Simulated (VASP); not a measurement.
# SiC (Moissanite 3C): GW quasiparticle gap

Wanted: how far GW moves the Kohn-Sham levels of SiC (Moissanite 3C). The cell is of the zinc-blende type, one of the forms listed for this formula. The start is a cell from a database of measured crystal structures.

Calculated with VASP 6.6.1; PBE; plane waves and PAW (Si_GW, C_GW), in the first sound run; inputs show where later runs differ.

## 1. Starting point

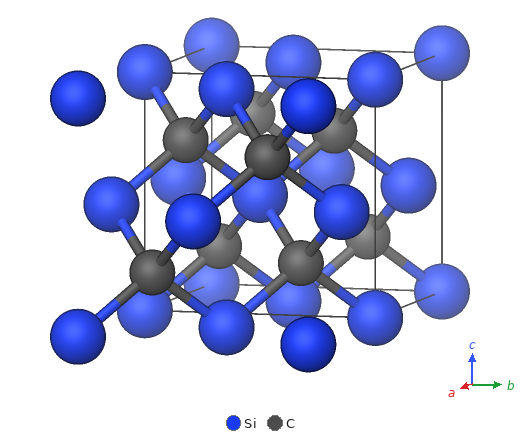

The starting structure, seen slightly off an axis (silicon blue, carbon dark grey). 2×1×1 cells are drawn. This picture shows the conventional cell, with its axes. Bonds to atoms that aren't drawn are left out. Some periodic images of atoms are drawn too.

## 2. Empty bands

ALGO = Exact makes the empty bands from the converged ground state in one step. LOPTICS writes the k-derivatives of the orbitals (WAVEDER), which give the long-wavelength limit of the screening.

Input file INCAR:

```
SYSTEM = SiC
PREC = Accurate
ENCUT = 440
ISMEAR = 0
SIGMA = 0.01
LREAL = .FALSE.
GGA = PE
NBANDS = 48
ALGO = Exact
NELM = 1
LWAVE = .TRUE.
LCHARG = .FALSE.
LOPTICS = .TRUE.
NEDOS = 1000
CSHIFT = 0.1
```

Input file POSCAR:

```
SiC
1.0
    0.0000000000      2.1790000000      2.1790000000
    2.1790000000      0.0000000000      2.1790000000
    2.1790000000      2.1790000000      0.0000000000
Si C
1 1
Direct
    0.0000000000      0.0000000000      0.0000000000
    0.2500000000      0.2500000000      0.2500000000
```

Input file KPOINTS:

```
Automatic mesh
0
Gamma
6 6 6
0 0 0
```

PAW data sets: Si_GW and C_GW (PBE family, release 64).

Command:

```bash
$ mpirun -np 8 vasp_std
```

The program printed:

```text
[banner, memory and clock lines left out]
running    8 mpi-ranks, on    1 nodes
 distrk:  each k-point on    8 cores,    1 groups
 distr:  one band on    1 cores,    8 groups

 POSCAR found type information on POSCAR SiC
 POSCAR found :  2 types and       2 ions
|                                                                             |
|           W    W    AA    RRRRR   N    N  II  N    N   GGGG   !!!           |
|           W    W   A  A   R    R  NN   N  II  NN   N  G    G  !!!           |
|           W    W  A    A  R    R  N N  N  II  N N  N  G       !!!           |
|           W WW W  AAAAAA  RRRRR   N  N N  II  N  N N  G  GGG   !            |
|           WW  WW  A    A  R   R   N   NN  II  N   NN  G    G                |
|           W    W  A    A  R    R  N    N  II  N    N   GGGG   !!!           |
|                                                                             |
|     For optimal performance we recommend to set                             |
|       NCORE = 2 up to number-of-cores-per-socket                            |
|     NCORE specifies how many cores store one orbital (NPAR=cpu/NCORE).      |
|     This setting can greatly improve the performance of VASP for DFT.       |
|     The default, NCORE=1 might be grossly inefficient on modern             |
|     multi-core architectures or massively parallel machines. Do your        |
|     Unfortunately you need to use the default for GW and RPA                |
|     calculations (for HF NCORE is supported but not extensively tested      |
|     yet).                                                                   |
|                                                                             |

 LDA part: xc-table for (Slater+PW92), standard interpolation
 found WAVECAR, reading the header
  number of bands has changed, file:    10 present:    48
  trying to continue reading WAVECAR, but it might fail
 POSCAR, INCAR and KPOINTS ok, starting setup
 FFT: planning ... GRIDC
 FFT: planning ... GRID_SOFT
 FFT: planning ... GRID
 reading WAVECAR
 random initialization beyond band           10
 the WAVECAR file was read successfully
 initial charge from wavefunction
 entering main loop
       N       E                     dE             d eps       ncg     rms          rms(c)
DIA:   1    -0.150332412511E+02   -0.15033E+02    0.00000E+00     0   0.000E+00
   1 F= -.15033241E+02 E0= -.15033241E+02  d E =-.243929E-21
 writing wavefunctions
 optical routines
 imaginary and real dielectric function
 recalculating local potential from charge density
 direction            1
 direction            2
 direction            3
```

The job ended after 2 s (8 MPI ranks of AMD EPYC 9R45, shared host; peak memory 0.77 GiB).

The logs omit lines about the potential files and the build; timing stands in the text.

Parts of OUTCAR (step 2):

```text
ion  position               nearest neighbor table
   1  0.000  0.000  0.000-   2 1.89   2 1.89   2 1.89   2 1.89
   2  0.250  0.250  0.250-   1 1.89   1 1.89   1 1.89   1 1.89

  LATTYP: Found a face centered cubic cell.
 ALAT       =     4.3580000000

 Subroutine GETGRP returns: Found 24 space group operations
 (whereof 24 operations were pure point group operations)

The static configuration has the point symmetry T_d .

 Found     16 irreducible k-points:

   k-points           NKPTS =     16   k-points in BZ     NKDIM =     16   number of bands    NBANDS=     48

   dimension x,y,z NGX =    24 NGY =   24 NGZ =   24
   dimension x,y,z NGXF=    48 NGYF=   48 NGZF=   48

   ENCUT  =  440.0 eV  32.34 Ry    5.69 a.u.   5.27  5.27  5.27*2*pi/ulx,y,z

   NELECT =       8.0000    total number of electrons

 k-points in reciprocal lattice and weights: Automatic mesh
   0.00000000  0.00000000  0.00000000       0.005
   0.16666667  0.00000000  0.00000000       0.037
   0.33333333  0.00000000  0.00000000       0.037
   0.50000000  0.00000000  0.00000000       0.019
   0.16666667  0.16666667  0.00000000       0.028
   0.33333333  0.16666667  0.00000000       0.111
   0.50000000  0.16666667  0.00000000       0.111
  -0.33333333  0.16666667  0.00000000       0.111
  -0.16666667  0.16666667  0.00000000       0.056
[...]
-0.33333333  0.33333333  0.16666667       0.111
  -0.33333333  0.50000000  0.16666667       0.056

 average (electrostatic) potential at core
       1 -64.1695       2 -45.1206

 E-fermi :   7.8456

 k-point     1 :       0.0000    0.0000    0.0000
  band No.  band energies     occupation
      1      -7.6332      2.00000
      2       7.7821      2.00000
      3       7.7821      2.00000
      4       7.7821      2.00000
      5      14.0031      0.00000
      6      15.0768      0.00000
      7      15.0768      0.00000
      8      15.0768      0.00000
      9      22.2679      0.00000
    ...

 k-point     2 :       0.1667    0.0000    0.0000
  band No.  band energies     occupation
      1      -7.0942      2.00000
      2       5.4040      2.00000
      3       7.4498      2.00000
      4       7.4498      2.00000
      5      14.1122      0.00000
      6      15.5951      0.00000
      7      15.5951      0.00000
      8      16.1248      0.00000
      9      20.7417      0.00000
    ...

 k-point     3 :       0.3333    0.0000    0.0000
  band No.  band energies     occupation
      1      -5.5678      2.00000
      2       1.5981      2.00000
      3       6.9355      2.00000
      4       6.9355      2.00000
      5      13.4538      0.00000
      6      15.4139      0.00000
      7      15.4139      0.00000
      8      17.6934      0.00000
      9      22.0459      0.00000
    ...

  Total        0.2818219      0.2818219      0.2818219     -0.0000000     -0.0000000     -0.0000000
  in kB       21.8214525     21.8214525     21.8214525     -0.0000000     -0.0000000     -0.0000000
  external PRESSURE =      21.8214525 kB  Pullay stress =       0.0000000 kB

  energy-cutoff  :      440.00
  volume of cell :       20.69
      direct lattice vectors                 reciprocal lattice vectors
     0.000000000  2.179000000  2.179000000    -0.229463056  0.229463056  0.229463056
     2.179000000  0.000000000  2.179000000     0.229463056 -0.229463056  0.229463056
     2.179000000  2.179000000  0.000000000     0.229463056  0.229463056 -0.229463056

 POSITION                                       TOTAL-FORCE (eV/Angst)
 -----------------------------------------------------------------------------------
      0.00000      0.00000      0.00000        -0.000000      0.000000     -0.000000
      1.08950      1.08950      1.08950         0.000000     -0.000000      0.000000
 -----------------------------------------------------------------------------------
    total drift:                               -0.000000     -0.000000      0.000000

  FREE ENERGIE OF THE ION-ELECTRON SYSTEM (eV)
  ---------------------------------------------------
  free  energy   TOTEN  =       -15.0332412511 eV

  energy  without entropy=      -15.0332412511  energy(sigma->0) =      -15.03324125

 plasma frequency squared (from intraband transitions) (eV^2)
  --------------------------------------------------------------------------------------
       0.000      -0.000       0.000
       0.000       0.000      -0.000
      -0.000       0.000       0.000

[... 3 further parts left out ...]
```

WAVECAR now holds 48 bands for 8 electrons. Its independent-particle dielectric tensor has xx, yy, zz = 7.8, 7.8, 7.8 on this mesh, which isn't tested for convergence in mesh or bands and lacks local fields.

## 3. G0W0, ENCUTGW 100, bands in the sums 48

This step: G0W0 on PBE; plane waves and PAW (Si_GW, C_GW) (VASP 6.6.1).

One pass of GW corrects the levels to first order, with G and W from the starting orbitals.

Input file INCAR:

```
SYSTEM = SiC
PREC = Accurate
ENCUT = 440
ISMEAR = 0
SIGMA = 0.01
LREAL = .FALSE.
GGA = PE
NBANDS = 48
ALGO = EVGW0
NELMGW = 1
ENCUTGW = 100
NOMEGA = 48
PRECFOCK = Fast
NBANDSGW = 16
LWAVE = .FALSE.
LCHARG = .FALSE.
```

POSCAR is that of step 2.

KPOINTS is that of step 2.

Command:

```bash
$ mpirun -np 8 vasp_std
```

The program printed:

```text
[banner, memory and clock lines left out]
running    8 mpi-ranks, on    1 nodes
 distrk:  each k-point on    8 cores,    1 groups
 distr:  one band on    1 cores,    8 groups

 POSCAR found type information on POSCAR SiC
 POSCAR found :  2 types and       2 ions
 [... a notice as in an earlier step ...]

|                                                                             |
|           W    W    AA    RRRRR   N    N  II  N    N   GGGG   !!!           |
|           W    W   A  A   R    R  NN   N  II  NN   N  G    G  !!!           |
|           W    W  A    A  R    R  N N  N  II  N N  N  G       !!!           |
|           W WW W  AAAAAA  RRRRR   N  N N  II  N  N N  G  GGG   !            |
|           WW  WW  A    A  R   R   N   NN  II  N   NN  G    G                |
|           W    W  A    A  R    R  N    N  II  N    N   GGGG   !!!           |
|                                                                             |
|     The default for ENCUTGWSOFT is different in this version of VASP.       |
|     please manually set ENCUTGWSOFT =100 in the INCAR file.                 |
|                                                                             |

 LDA part: xc-table for (Slater+PW92), standard interpolation
 found WAVECAR, reading the header
 POSCAR, INCAR and KPOINTS ok, starting setup
 FFT: planning ... GRIDC
 FFT: planning ... GRID_SOFT
 FFT: planning ... GRID
 reading WAVECAR
 the WAVECAR file was read successfully
 initial charge from wavefunction
 available memory per node:     34.08 GB, setting MAXMEM to     34893

 The Fermi energy was updated, please check that it is located mid-gap
 values below the HOMO (VB) or above the LUMO (CB) will cause erroneous energies
 E-fermi :   8.4549

 calculate exact exchange contribution
 the WAVEDER file was read successfully
energies w=
    0.000    0.000    0.562    0.000    1.122    0.000    1.678    0.000
    2.227    0.000    2.768    0.000    3.300    0.000    3.822    0.000
    4.335    0.000    4.838    0.000    5.332    0.000    5.818    0.000
    6.297    0.000    6.770    0.000    7.240    0.000    7.707    0.000
    8.173    0.000    8.641    0.000    9.112    0.000    9.589    0.000
   10.075    0.000   10.571    0.000   11.082    0.000   11.609    0.000
   12.158    0.000   12.733    0.000   13.339    0.000   13.981    0.000
   14.667    0.000   15.407    0.000   16.209    0.000   17.088    0.000
   18.059    0.000   19.143    0.000   20.366    0.000   21.762    0.000
   23.379    0.000   25.278    0.000   27.548    0.000   30.314    0.000
   33.765    0.000   38.197    0.000   44.095    0.000   52.326    0.000
   64.591    0.000   84.760    0.000  123.929    0.000  232.145    0.000
 responsefunction array rank=      64
 LDA part: xc-table for (Slater+PW92), standard interpolation

 min. memory requirement per mpi rank     85.1 MB, per node    680.9 MB

 allocating   6 responsefunctions rank=    64
 shmem allocating  48 responsefunctions rank=    64
 response function shared by NCSHMEM nodes    1
 Doing            6  frequencies on each core in blocks of           48
NQ=   1    0.0000    0.0000    0.0000,
|.........|.........|.........|.........|.........|.........|.........|.........
 performed        100000 updates of chi_q(r,r)
 total number of BLAS operations          2.80 Gflops
NQ=   2    0.1667    0.0000    0.0000,
|.........|.........|.........|.........|.........|.........|.........|.........
 performed        305000 updates of chi_q(r,r)
 total number of BLAS operations          7.24 Gflops
NQ=   3    0.3333    0.0000    0.0000,
|.........|.........|.........|.........|.........|.........|.........|.........
 performed        510000 updates of chi_q(r,r)
 total number of BLAS operations         10.71 Gflops
NQ=   4    0.5000    0.0000    0.0000,
|.........|.........|.........|.........|.........|.........|.........|.........
 performed        678000 updates of chi_q(r,r)
 total number of BLAS operations         12.86 Gflops
NQ=   5    0.1667    0.1667    0.0000,
|.........|.........|.........|.........|.........|.........|.........|.........
 performed        883000 updates of chi_q(r,r)
 total number of BLAS operations         17.13 Gflops
NQ=   6    0.3333    0.1667    0.0000,
|.........|.........|.........|.........|.........|.........|.........|.........
 performed       1220000 updates of chi_q(r,r)
 total number of BLAS operations         23.34 Gflops
NQ=   7    0.5000    0.1667    0.0000,
|.........|.........|.........|.........|.........|.........|.........|.........
 performed       1557000 updates of chi_q(r,r)
 total number of BLAS operations         28.33 Gflops
NQ=   8   -0.3333    0.1667    0.0000,
|.........|.........|.........|.........|.........|.........|.........|.........
 performed       1894000 updates of chi_q(r,r)
 total number of BLAS operations         34.54 Gflops
NQ=   9   -0.1667    0.1667    0.0000,
|.........|.........|.........|.........|.........|.........|.........|.........
 performed       2182000 updates of chi_q(r,r)
 total number of BLAS operations         41.02 Gflops
NQ=  10    0.3333    0.3333    0.0000,
|.........|.........|.........|.........|.........|.........|.........|.........
 performed       2387000 updates of chi_q(r,r)
 total number of BLAS operations         44.19 Gflops
NQ=  11    0.5000    0.3333    0.0000,
|.........|.........|.........|.........|.........|.........|.........|.........
 performed       2724000 updates of chi_q(r,r)
 total number of BLAS operations         49.41 Gflops
NQ=  12   -0.3333    0.3333    0.0000,
|.........|.........|.........|.........|.........|.........|.........|.........
 performed       3012000 updates of chi_q(r,r)
 total number of BLAS operations         54.29 Gflops
NQ=  13    0.5000    0.5000    0.0000,
|.........|.........|.........|.........|.........|.........|.........|.........
 performed       3158000 updates of chi_q(r,r)
 total number of BLAS operations         56.17 Gflops
NQ=  14    0.5000    0.3333    0.1667,
|.........|.........|.........|.........|.........|.........|.........|.........
 performed       3541000 updates of chi_q(r,r)
 total number of BLAS operations         63.23 Gflops
NQ=  15   -0.3333    0.3333    0.1667,
|.........|.........|.........|.........|.........|.........|.........|.........
 performed       3899000 updates of chi_q(r,r)
 total number of BLAS operations         69.30 Gflops
NQ=  16   -0.3333    0.5000    0.1667,
|.........|.........|.........|.........|.........|.........|.........|.........
 performed       4188000 updates of chi_q(r,r)
 total number of BLAS operations         74.20 Gflops
 resolving degeneracies of screened two electron integrals

 calculate QP shifts <psi_nk| G(iteration)W_0 |psi_nk>: iteration 1
 entering main loop
```

The job ended after 25 s (8 MPI ranks; peak memory 1.1 GiB).

From OUTCAR (step 3):

```text
The static configuration has the point symmetry T_d .

 Found     16 irreducible k-points:

   k-points           NKPTS =     16   k-points in BZ     NKDIM =    216   number of bands    NBANDS=     48

   NELECT =       8.0000    total number of electrons

 E-fermi :   8.4549

 QP shifts <psi_nk| G(iteration)W_0 |psi_nk>: iteration 1
 for sc-GW calculations column KS-energies equals QP-energies in previous step
 and V_xc(KS)=  KS-energies - (<T + V_ion + V_H > + <T+V_H+V_ion>^1  + <V_x>^1)
 k-point   1 :       0.0000    0.0000    0.0000
  band No.  KS-energies  QP-energies   sigma(KS)   V_xc(KS)     V^pw_x(r,r')   Z            occupation Imag(sigma)
      1      -7.6332      -8.5534     -14.0116     -12.7369     -21.6946       0.7219       2.0000       1.4174
      2       7.7821       7.4620     -15.2130     -14.8072     -17.4280       0.7889       2.0000       0.0797
      3       7.7821       7.4620     -15.2130     -14.8072     -17.4280       0.7889       2.0000       0.0797
      4       7.7821       7.4620     -15.2130     -14.8072     -17.4280       0.7889       2.0000       0.0797
      5      14.0031      14.7536     -12.2193     -13.1805      -7.3947       0.7808       0.0000      -0.1104
      6      15.0768      15.8106     -10.6148     -11.5406      -5.7574       0.7926       0.0000      -0.1112
      7      15.0768      15.8106     -10.6148     -11.5406      -5.7574       0.7926       0.0000      -0.1112
      8      15.0768      15.8106     -10.6148     -11.5406      -5.7574       0.7926       0.0000      -0.1112
    ...

 k-point   2 :       0.1667    0.0000    0.0000
  band No.  KS-energies  QP-energies   sigma(KS)   V_xc(KS)     V^pw_x(r,r')   Z            occupation Imag(sigma)
      1      -7.0942      -7.9954     -14.0589     -12.8136     -21.5907       0.7237       2.0000       1.3302
      2       5.4040       4.8706     -14.5669     -13.8775     -17.3397       0.7737       2.0000       0.1050
      3       7.4498       7.0941     -15.0900     -14.6385     -17.3635       0.7877       2.0000       0.0818
      4       7.4498       7.0941     -15.0900     -14.6385     -17.3635       0.7877       2.0000       0.0818
      5      14.1122      14.8205     -11.3356     -12.2309      -6.5889       0.7911       0.0000      -0.1055
      6      15.5951      16.3566     -10.7087     -11.6745      -5.6876       0.7885       0.0000      -0.1230
      7      15.5951      16.3566     -10.7087     -11.6745      -5.6876       0.7885       0.0000      -0.1230
      8      16.1248      17.0108     -11.9550     -13.0966      -6.7668       0.7761       0.0000      -0.1467
    ...

 k-point   3 :       0.3333    0.0000    0.0000
  band No.  KS-energies  QP-energies   sigma(KS)   V_xc(KS)     V^pw_x(r,r')   Z            occupation Imag(sigma)
      1      -5.5678      -6.4130     -14.2738     -13.1152     -21.3955       0.7295       2.0000       1.1048
      2       1.5981       0.8648     -13.9040     -12.9191     -17.9684       0.7446       2.0000       0.2368
      3       6.9355       6.5268     -14.9883     -14.4673     -17.3975       0.7843       2.0000       0.0860
      4       6.9355       6.5268     -14.9883     -14.4673     -17.3975       0.7843       2.0000       0.0860
      5      13.4538      14.1470     -11.2764     -12.1465      -6.7076       0.7968       0.0000      -0.0943
      6      15.4139      16.1186     -10.4061     -11.2949      -5.4190       0.7929       0.0000      -0.1217
      7      15.4139      16.1186     -10.4061     -11.2949      -5.4190       0.7929       0.0000      -0.1217
      8      17.6934      18.5176     -11.5768     -12.6579      -5.6982       0.7624       0.0000      -0.2371
    ...

[... 7 parts as in an earlier step ...]

[... 5 further parts left out ...]
```

Numbers from this step:

| Item | Value |
| --- | --- |
| quasiparticle gap on the mesh | 2.006 eV |
| smallest direct quasiparticle gap on the mesh | 5.503 eV |
| gap of the starting orbitals on the mesh | 1.346 eV |

GW takes the gap from 1.346 to 2.006 eV. The value holds for 48 bands, ENCUTGW = 100 eV and this mesh, and isn't shown to be converged in them.

[end of part 1 of 3]

[Lines on the potential files, build, host, timing and source positions are cut from VASP's logs without a mark.]

[Logs are printed without paths, hosts, clocks, repeated set-up lines and the standing remarks that a program may print on its own settings, such as how far it seeks lower states.]

[Hosts, paths, dates, database ids (printed as entryN), source tags and the programs' standing remarks are cut or masked in the printed files.]

[Pressures printed for these runs are not shown converged in the cutoff: they can be off by several GPa and have the wrong sign.]
